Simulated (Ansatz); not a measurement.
## SiC: a changed input and its effect

System: SiC (F-43m, 2 atoms in the cell).
Method of run A: DFT PBE, scalar-relativistic, plane waves, PAW, no spin polarisation (Ansatz 0.2.0).

The structure derives from a Materials Project entry. Text and figures count atoms from 1; the logs count them from 0 in places.

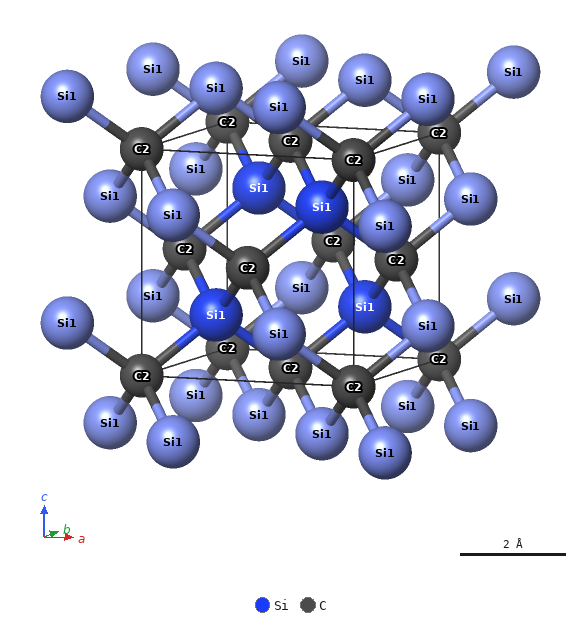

**Figure 1.** The starting structure (ball-and-stick view of the cell 4 times as large as that of the calculation, set on its symmetry axes, seen slightly off an axis; neighbours outside the cell are drawn fainter; atoms are numbered from 1 in the order of the input).

Input file, run A:
```yaml
crystal:
  lattice:
    - [0.0, 2.17699662, 2.17699662]
    - [2.17699662, 0.0, 2.17699662]
    - [2.17699662, 2.17699662, 0.0]
  atoms:
    - { symbol: Si, position: [0.75, 0.75, 0.75] }
    - { symbol: C, position: [0.0, 0.0, 0.0] }
basis:
  ecutwfc: 420
kpoints:
  mp_grid: { grid: [10, 10, 10] }
hamiltonian:
  xc: pbe
scf:
  occupations: { method: gaussian, width: 0.02 }
output:
  forces: true
  stress: true
  eigenvalues: true
relax:
  adjacent_minimum: "off"
  f_tol: 0.005
  max_steps: 80
  cell: { stress_tol: 0.05 }
```

Command:
```bash
ansatz run input.yaml --threads 4 --pin off --max-ram 8192MiB --backend cpu --events-out ev --progress --plain --runs-dir out
```

Hardware: 4 threads of AMD EPYC (Zen 3), 189 GiB of memory available, shared host.

Output, shortened to warnings, some set-up lines, iterations and results (run A):
```
Basis set: ecut = 420 eV, 411 PW (Γ), exchange–correlation on 48×48×48 points (8 copies of the dense FFT grid, shifted against one another)
Symmetry: 24 space group operations
k-points: 47 of 1000 (time reversal used)
Initial density: superposition of atomic densities (neutral atoms: chi_scale 0, normalization atom), corrected by the library's trained network
[...]
SCF iter   1: F=—  HF=-887.155705 eV  |F-HF|=—  |Δ(HF+E_count)|=         —  Δρ=2.24e-3  dr2=1.05e-3  ethr=1.77e-3  ⟨swp⟩=6.1  Hψ=3153  notcnv=0
SCF iter   2: F=—  HF=-887.155696 eV  |F-HF|=—  |Δ(HF+E_count)|=   9.05e-6  Δρ=8.34e-4  dr2=8.91e-5  ethr=1.32e-5  ⟨swp⟩=2.4  Hψ=1068  notcnv=0
SCF iter   3: F=—  HF=-887.155707 eV  |F-HF|=—  |Δ(HF+E_count)|=   1.09e-5  Δρ=3.58e-4  dr2=6.41e-6  ethr=1.11e-6  ⟨swp⟩=2.6  Hψ=558  notcnv=0
SCF iter   4: F=—  HF=-887.155733 eV  |F-HF|=—  |Δ(HF+E_count)|=   2.62e-5  Δρ=4.16e-5  dr2=3.06e-7  ethr=8.01e-8  ⟨swp⟩=2.1  Hψ=550  notcnv=0
SCF iter   5: F=-887.155733 eV  HF=-887.155733 eV  |F-HF|=1.82e-9  |Δ(HF+E_count)|=   1.54e-7  Δρ=2.93e-6  dr2=7.34e-10  ethr=3.82e-9  ⟨swp⟩=2.2  Hψ=550  notcnv=0
[... 29 lines ...]
SCF iter   3: F=—  HF=-887.160152 eV  |F-HF|=—  |Δ(HF+E_count)|=   1.22e-9  Δρ=9.80e-7  dr2=1.93e-10  ethr=4.36e-11  ⟨swp⟩=2.5  Hψ=580  notcnv=0
SCF iter   4: F=—  HF=-887.160152 eV  |F-HF|=—  |Δ(HF+E_count)|=  4.75e-11  Δρ=4.19e-7  dr2=2.60e-11  ethr=2.41e-12  ⟨swp⟩=2.0  Hψ=521  notcnv=0
SCF iter   5: F=-887.160152 eV  HF=-887.160152 eV  |F-HF|=1.14e-13  |Δ(HF+E_count)|=  2.39e-12  Δρ=1.07e-7  dr2=1.60e-12  ethr=1.00e-12  ⟨swp⟩=5.0  Hψ=1316  notcnv=0
SCF 6 converged in 5 iterations: F = -887.160152 eV  dr2 = 1.60e-12
relax step   6: F+E_penalty+E_count = -887.16015223 eV  Δ(F+E_penalty+E_count) = -6.308e-5 eV  max|allowed force component| = 1.596e-16 eV/Å  Δτ_max = 0.0000 Å  P = +0.004 …
basis re-selected at this cell: Δ(F+E_penalty+E_count) = -6.308e-5 eV, ΔP = +0.001 GPa vs the last step (what re-selecting the basis moved, of the pressure what is left beyond the Pulay correction that the steps carried, after the strain that the cell walked since its last selection, with what the …
SCF converged after 5 iterations
Free energy (F): -887.160152 eV
Harris-Foulkes:  -887.160152 eV  (|F-HF|=1.14e-13)
Internal energy: -887.160152 eV  (E = F + TS)
E sigma→0 (E₀):  -887.160152 eV
Fermi energy:    9.979345 eV
--- Per-component energies (eV) ---
  E_band       = 27.509011
  E_kinetic    = 134.918400
  E_local      = -105.317687  (includes V_loc(G=0)·N_el)
  E_nonlocal   = 51.664507
  E_hartree    = 32.204287
  E_xc         = -105.237077
  E_vxc        = -109.023309  (∫ρ·V_xc dr)
  E_paw        = -612.021504  (= ΣΔE_a)
  E_vpaw       = -9.141486  (= ΣTr[D̂ρ^β])
  E_aug_tail   = 0.000011  (compensation charges beyond the density's cutoff)
  E_ewald      = -283.371090
  E_smearing   = -0.000000  (= −TS)
  E_closure    = 0.000000  (closes the sum)
  Σ components = -887.160152   (vs F -887.160152, Δ=0.00e0)
--- Forces (eV/Å), atoms counted from 1 ---
  atom   1  Si     0.00000000    -0.00000000    -0.00000000
  atom   2  C      0.00000000     0.00000000     0.00000000
  max |Σ_I F_I| component: 1.11e-16 eV/Å
--- Stress (GPa, compression-positive) ---
        0.003576       0.000000       0.000000
        0.000000       0.003576       0.000000
        0.000000       0.000000       0.003576
  P = ⅓ Tr σ = 0.0036 GPa (0.036 kbar)
--- Relaxed structure (4 steps of the walk, 4 accepted, 2 SCFs on fresh bases) ---
  F+E_penalty+E_count = -887.16015223 eV   max|allowed force component| = 1.596e-16 eV/Å   (the final SCF, on the basis selected at the relaxed cell)
  cell:  # Å, volume = 21.0030 Å³
    - [5.979147269375145e-34, 2.1898629696508514, 2.1898629696508514]
    - [2.1898629696508514, 2.6503802790810014e-33, 2.1898629696508514]
    - [2.1898629696508514, 2.1898629696508514, 1.8709470700959572e-33]
  atoms:
    - { symbol: Si, position: [0.75, 0.75, 0.75] }
    - { symbol: C, position: [2.8936176574158314e-34, -2.3775584573671484e-34, -2.6355880573914895e-34] }
```

For run B the input was changed thus:
```diff
-  mp_grid: { grid: [10, 10, 10] }
+  mp_grid: { grid: [5, 5, 5] }
+  mixing: { algorithm: broyden, beta: 0.05, preconditioner: ldos }
```

What does this change do to the results?

The free energy of run B is 17.4 meV per atom higher, which comes mainly from the change of mesh; a solver setting shouldn't move a converged energy. The gap on the mesh goes from 1.37 to 1.82 eV. The SCF takes 38 iterations over all geometry steps against 27. The irreducible k-points go from 47 to 10.

Output, shortened to warnings, some set-up lines, iterations and results (run B):
```
Basis set: ecut = 420 eV, 411 PW (Γ), exchange–correlation on 48×48×48 points (8 copies of the dense FFT grid, shifted against one another)
Symmetry: 24 space group operations
k-points: 10 of 125 (time reversal used)
Initial density: superposition of atomic densities (neutral atoms: chi_scale 0, normalization atom), corrected by the library's trained network
[...]
SCF iter   1: F=—  HF=-887.120346 eV  |F-HF|=—  |Δ(HF+E_count)|=         —  Δρ=1.20e-3  dr2=1.47e-4  ethr=1.77e-3  ⟨swp⟩=6.2  Hψ=662  notcnv=0
SCF iter   2: F=—  HF=-887.120447 eV  |F-HF|=—  |Δ(HF+E_count)|=   1.00e-4  Δρ=1.03e-3  dr2=7.77e-5  ethr=1.84e-6  ⟨swp⟩=1.8  Hψ=196  notcnv=0  κ⁻¹=1.0e0(r=1)
SCF iter   3: F=—  HF=-887.120480 eV  |F-HF|=—  |Δ(HF+E_count)|=   3.31e-5  Δρ=8.67e-4  dr2=4.74e-5  ethr=9.72e-7  ⟨swp⟩=1.0  Hψ=80  notcnv=0  κ⁻¹=2.4e-2(r=2)
SCF iter   4: F=—  HF=-887.120609 eV  |F-HF|=—  |Δ(HF+E_count)|=   1.29e-4  Δρ=3.58e-4  dr2=2.26e-5  ethr=5.93e-7  ⟨swp⟩=2.0  Hψ=120  notcnv=0  κ⁻¹=4.4e-5(r=3)
SCF iter   5: F=—  HF=-887.120612 eV  |F-HF|=—  |Δ(HF+E_count)|=   3.18e-6  Δρ=1.42e-4  dr2=4.54e-6  ethr=2.83e-7  ⟨swp⟩=2.0  Hψ=115  notcnv=0  κ⁻¹=2.0e-6(r=4)
[... 40 lines ...]
SCF iter   5: F=—  HF=-887.125380 eV  |F-HF|=—  |Δ(HF+E_count)|=  9.20e-11  Δρ=4.52e-7  dr2=4.45e-11  ethr=1.96e-12  ⟨swp⟩=2.0  Hψ=120  notcnv=0  κ⁻¹=3.2e-7(r=4)
SCF iter   6: F=—  HF=-887.125380 eV  |F-HF|=—  |Δ(HF+E_count)|=  2.16e-12  Δρ=3.90e-7  dr2=3.91e-11  ethr=1.00e-12  ⟨swp⟩=4.9  Hψ=254  notcnv=0  κ⁻¹=3.2e-7(r=5)
SCF iter   7: F=-887.125380 eV  HF=-887.125380 eV  |F-HF|=1.14e-13  |Δ(HF+E_count)|=  1.28e-11  Δρ=6.58e-8  dr2=3.53e-13  ethr=1.00e-12  ⟨swp⟩=3.7  Hψ=320  notcnv=0
SCF 6 converged in 7 iterations: F = -887.125380 eV  dr2 = 3.53e-13
relax step   6: F+E_penalty+E_count = -887.12537986 eV  Δ(F+E_penalty+E_count) = -1.005e-9 eV  max|allowed force component| = 1.180e-16 eV/Å  Δτ_max = 0.0000 Å  P = +0.002 …
basis re-selected at this cell: Δ(F+E_penalty+E_count) = -1.005e-9 eV, ΔP = +0.000 GPa vs the last step (what re-selecting the basis moved, of the pressure what is left beyond the Pulay correction that the steps carried, after the strain that the cell walked since its last selection, with what the …
SCF converged after 7 iterations
Stability not checked: this state was not tested for a lower state beside it, because the mixer in use, unlike msr1, does not test its closes by its own steps (another_mixer; see scf.mixing.algorithm and scf.lower_state_search)
Free energy (F): -887.125380 eV
Harris-Foulkes:  -887.125380 eV  (|F-HF|=1.14e-13)
Internal energy: -887.125380 eV  (E = F + TS)
E sigma→0 (E₀):  -887.125380 eV
Fermi energy:    10.214861 eV
--- Per-component energies (eV) ---
  E_band       = 27.613920
  E_kinetic    = 135.084811
  E_local      = -105.555679  (includes V_loc(G=0)·N_el)
  E_nonlocal   = 51.609840
  E_hartree    = 32.333575
  E_xc         = -105.233275
  E_vxc        = -109.020244  (∫ρ·V_xc dr)
  E_paw        = -612.046061  (= ΣΔE_a)
  E_vpaw       = -9.171970  (= ΣTr[D̂ρ^β])
  E_aug_tail   = 0.000011  (compensation charges beyond the density's cutoff)
  E_ewald      = -283.318602
  E_smearing   = -0.000000  (= −TS)
  E_closure    = 0.000000  (closes the sum)
  Σ components = -887.125380   (vs F -887.125380, Δ=0.00e0)
--- Forces (eV/Å), atoms counted from 1 ---
  atom   1  Si     0.00000000    -0.00000000    -0.00000000
  atom   2  C     -0.00000000    -0.00000000     0.00000000
  max |Σ_I F_I| component: 9.25e-17 eV/Å
--- Stress (GPa, compression-positive) ---
        0.002249       0.000000      -0.000000
       -0.000000       0.002249       0.000000
       -0.000000       0.000000       0.002249
  P = ⅓ Tr σ = 0.0022 GPa (0.022 kbar)
--- Relaxed structure (4 steps of the walk, 4 accepted, 2 SCFs on fresh bases) ---
  F+E_penalty+E_count = -887.12537986 eV   max|allowed force component| = 1.180e-16 eV/Å   (the final SCF, on the basis selected at the relaxed cell)
  cell:  # Å, volume = 21.0147 Å³
    - [8.533450607222542e-34, 2.1902686680460817, 2.1902686680460817]
    - [2.1902686680460817, 2.2434970240209955e-33, 2.1902686680460817]
    - [2.1902686680460817, 2.1902686680460817, 1.1575452259980658e-33]
  atoms:
[...]
```

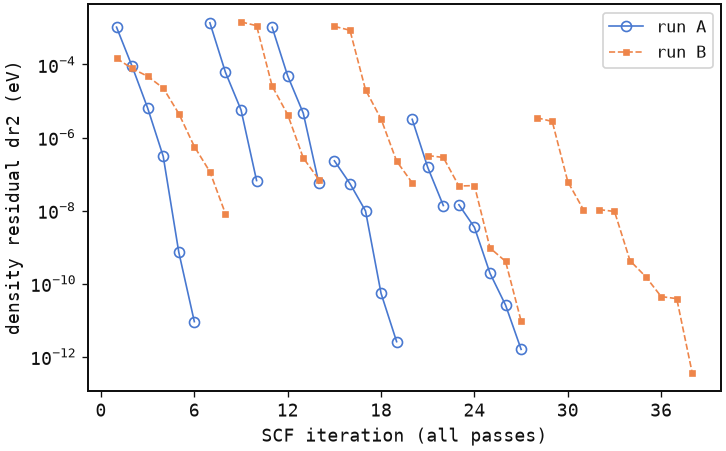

**Figure 2.** Convergence of the two runs: density residual dr2 against the SCF iteration. A break in a curve parts two SCF passes. Run A takes 27 iterations in all, and run B takes 38.

The two runs side by side:

| quantity | run A | run B |
| --- | --- | --- |
| outcome | converged | converged |
| free energy per atom (eV) | −443.5801 | −443.5627 |
| gap on the mesh (eV) | 1.37 | 1.82 |
| pressure (GPa) | 0.00 | 0.00 |
| volume per atom (Å³) | 10.50 | 10.51 |
| largest force (eV/Å) | 0.000 | 0.000 |
| SCF iterations | 27 | 38 |
| irreducible k-points | 47 | 10 |
| wall time (shared host) | 9.9 s | 7.5 s |

For run B: These settings are looser than, or depart from, a standard set-up, so the numbers are not reference values for this system.
